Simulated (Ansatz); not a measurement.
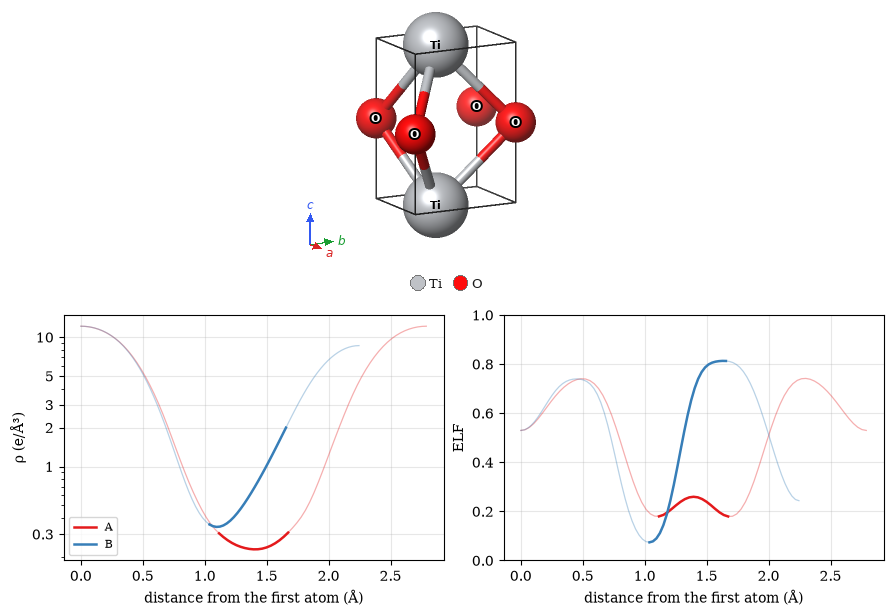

Figure. TiO. Valence electron density and ELF along straight lines between neighbouring atoms. Thin, pale parts lie inside the atomic spheres. The structure is drawn too.

Space group P-6m2; computed pressure about −23 GPa in this cell; computed without spin polarisation; PAW files of the earlier set (soft_1).

Method: Ansatz, DFT PBEsol, scalar-relativistic, plane waves, PAW.

The density is the valence pseudo-density of a PAW calculation; it isn't the true density close to the nuclei.

Which curve belongs to which contact (Ti–O and Ti–Ti)? The first atom named is at distance zero.

Answer. Curve A: Ti–Ti (2.79 Å): the density is about 0.23 e/Å³ at the midpoint; the ELF is about 0.25 at the midpoint (no shared electron pair shows on this line). Curve B: Ti–O (2.24 Å): ρ is about 0.34 e/Å³ halfway; the ELF peaks at about 0.80 in the valence shell of O, 0.6 Å from its nucleus, and is about 0.10 at the midpoint (no localised pair shows between them).
